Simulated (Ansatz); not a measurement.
The calculation's input:

```
crystal:
  lattice:
    - [1.9077740733, 1.9077740733, -4.2769968076]
    - [1.9077740733, 1.9077740733, 4.2769968076]
    - [3.8155481467, -3.8155481467, 0.0]
  atoms:
    - { symbol: Ti, position: [0.0, 0.0, 0.0] }
    - { symbol: Ti, position: [0.5, 0.5, 0.5] }
    - { symbol: Al, position: [0.5, 0.5, 0.0] }
    - { symbol: Al, position: [0.0, 0.0, 0.5] }
    - { symbol: Al, position: [0.0, 0.5, 0.75] }
    - { symbol: Al, position: [0.5, 0.0, 0.25] }
    - { symbol: Al, position: [0.0, 0.5, 0.25] }
    - { symbol: Al, position: [0.5, 0.0, 0.75] }
basis:
  ecutwfc: 420
kpoints:
  mp_grid: { grid: [8, 8, 8] }
hamiltonian:
  xc: pbesol
scf:
  occupations: { method: gaussian, width: 0.1 }
output:
  forces: true
  stress: true
  eigenvalues: true
  write_density: true
  write_potential: true
  elf: true
  volumetric_format: npy
relax:
  adjacent_minimum: "off"
  f_tol: 0.015
  max_steps: 60
  cell: { stress_tol: 0.15 }
```

Command:

```sh
ansatz run input.yaml --threads 1 --pin off --max-ram 2560MiB --backend cpu --events-out ev --progress --plain --runs-dir out
```

Space group I4/mmm; a structure from a database of computed crystals, not necessarily the ambient phase; computed without spin polarisation.

Theory: Ansatz 0.2.0, DFT PBEsol, scalar-relativistic, plane waves, PAW.

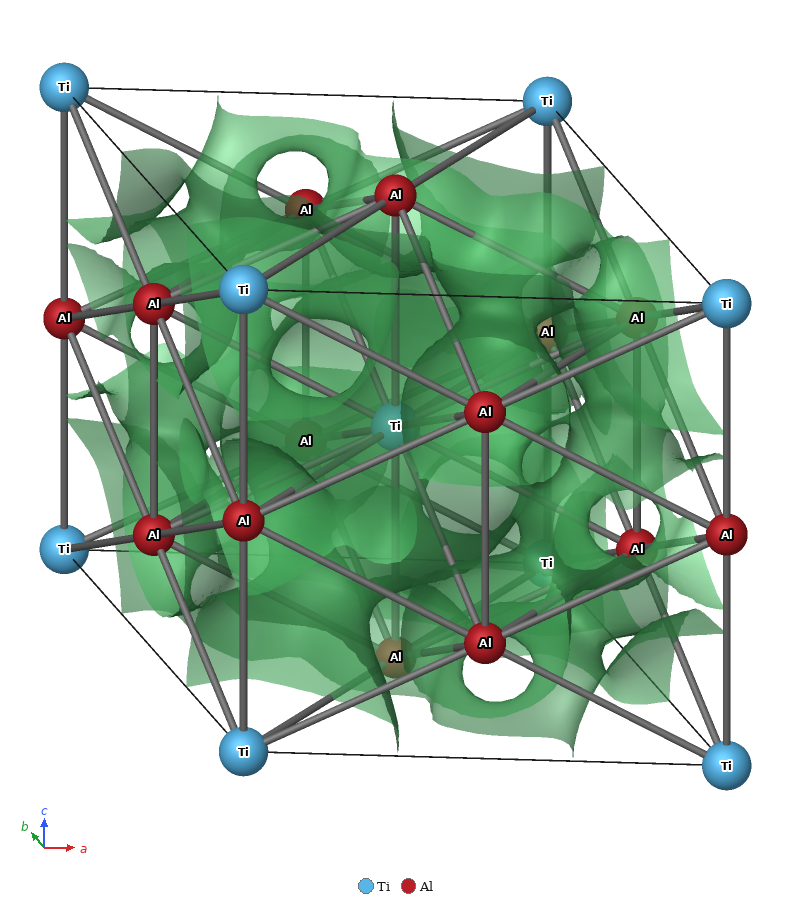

TiAl3. Isosurface of the electron localisation function at 0.55 (green), seen at an oblique angle. Only the valence region is drawn (cores and ρ < 0.01 e/Å³ removed). Sticks mark near contacts.

Core electrons are frozen (PAW), and the valence fields are smoothed inside the atomic spheres.

Q: Identify the bonds, lone pairs and shells in this picture.

A: The ELF exceeds this value in one network that runs through the whole crystal, counted in one cell of 8 atoms. Any copies at cell faces, edges or corners count once. Profiles from the grid: Ti–Al (2.70 Å): the ELF is about 0.35 at the midpoint. Al–Al (2.70 Å): the ELF peaks at about 0.70 between the atoms.
